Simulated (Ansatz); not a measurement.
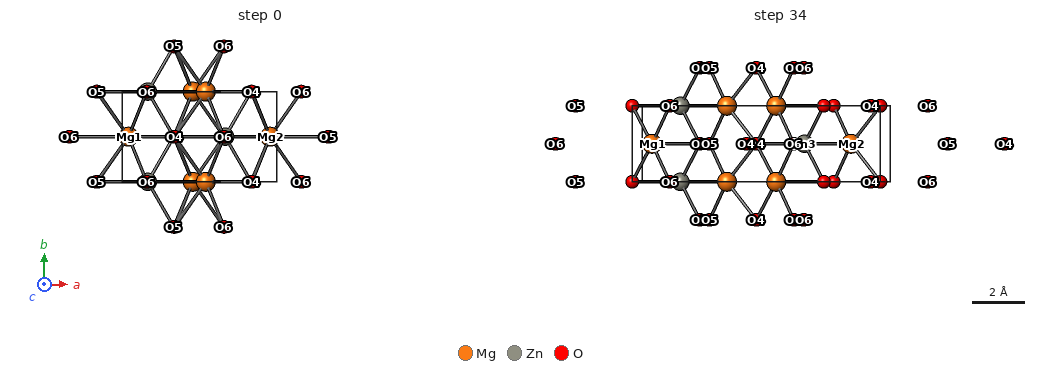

The structure of a crystal of Mg₂ZnO₃ (built on the Ca2ZnGa3-8 type type) before (left) and after (right) a relaxation, at one scale.

The picture is a ball-and-stick view of the conventional cell (2 times the calculation's cell), seen along the c axis. Lengths and directions refer to the drawn axes.

Level of theory: DFT, PBEsol, plane waves, PAW in Ansatz. Set-up: plane-wave cutoff 420 eV; k-point mesh 8 × 8 × 6; occupations fermi dirac; smearing width 0.03 eV; no spin polarisation; cell and atoms relaxed; force threshold 0.01 eV/Å; at most 120 steps.

Q: Summarise the run.

A: After 27 accepted moves (34 points after the start) the energy has fallen by 1711 meV per atom. Largest force component: 6.1 eV/Å at the start, 0.00062 eV/Å at the end. Pressure: 20.20 GPa at the start and 0.00 GPa at the end. The line search rejected the trial step at point 27 of the run. At 6 points the geometry stayed and the basis and grid were re-selected for the new cell (energy shift of 98.3 meV per atom at most each time). O4 moves most relative to the cell: 1.34 Å along [3 0 2]. Largest moves by element: O 1.34 Å, Mg 1.12 Å, Zn 0.52 Å. The drawn cell changes as follows: a 8.221 → 11.078 Å (+34.8 %), b 3.474 → 2.928 Å (−15.7 %), c 5.703 → 5.247 Å (−8.0 %), β 133.6° → 124.5°; the volume changes by +18.9 %. Some distances before and after: Mg2–O4 2.530 → 6.212 Å, Mg2–O6 2.381 → 3.813 Å, Mg1–O6 2.531 → 3.937 Å, Mg2–O5 2.510 → 3.887 Å. Bonds break: Mg1–O4 (2.50 → 3.81 Å), Mg1–O5 (2.40 → 3.72 Å), Mg2–O4 (2.53 → 6.21 Å), Mg2–O5 (2.51 → 3.89 Å). Bond angles that change, for instance: Mg2–O4–Zn3 61.5° → 107.1°, Mg2–O5–Zn3 137.5° → 175.0°, O5–Zn3–O6 91.5° → 125.6°. The space group stays Cm (No. 8). Cost: 6.2 min on 2 threads of Arm Neoverse V1, with other jobs on the host, peak memory 0.56 GiB.
